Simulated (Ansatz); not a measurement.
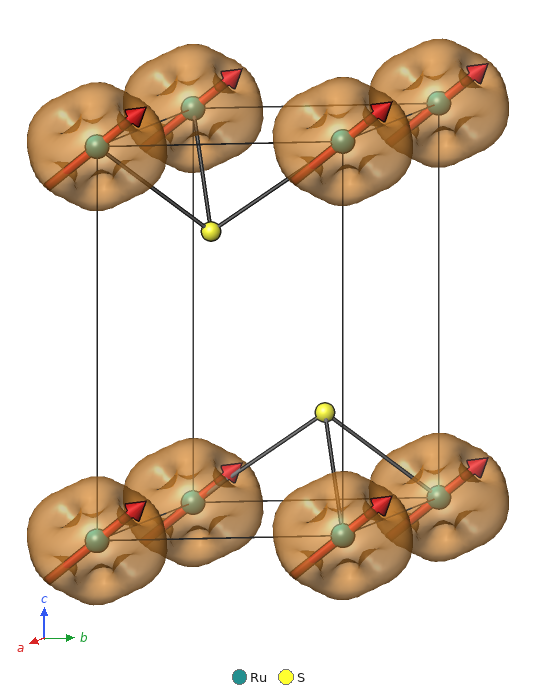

Figure 1: RuS$_{2}$. Isosurface of the size of the magnetisation density at 0.15 e/Å³ (orange), with the spin moments of the magnetic sites as arrows; seen slightly off an axis.

Space group P-3m1; a generated structure, not necessarily the stable one; built by placing these elements on a known structure type; not relaxed (largest force 1.4 eV/Å); computed pressure about −12 GPa in this cell.

Theory: Kohn-Sham DFT of a periodic cell, r2SCAN, spin-orbit coupling, Ansatz PAW in Ansatz.

In a PAW calculation such maps are meaningful between the atoms, not at the nuclei.

```cif
data_structure
_symmetry_space_group_name_H-M 'P 1'
_symmetry_Int_Tables_number 1
_cell_length_a 3.5212
_cell_length_b 3.5212
_cell_length_c 5.6804
_cell_angle_alpha 90.000
_cell_angle_beta 90.000
_cell_angle_gamma 120.000
_cell_volume 60.99
loop_
_atom_site_label
_atom_site_type_symbol
_atom_site_fract_x
_atom_site_fract_y
_atom_site_fract_z
_atom_site_occupancy
Ru1 Ru 0.00000 0.00000 0.00000 1
S1 S 0.33333 0.66667 0.25200 1
S2 S 0.66667 0.33333 0.74800 1
```

Q: How are the spin moments arranged, and how large are they?

A: Spin moments: Ru 1.3 μB. There is one magnetic site in the cell.
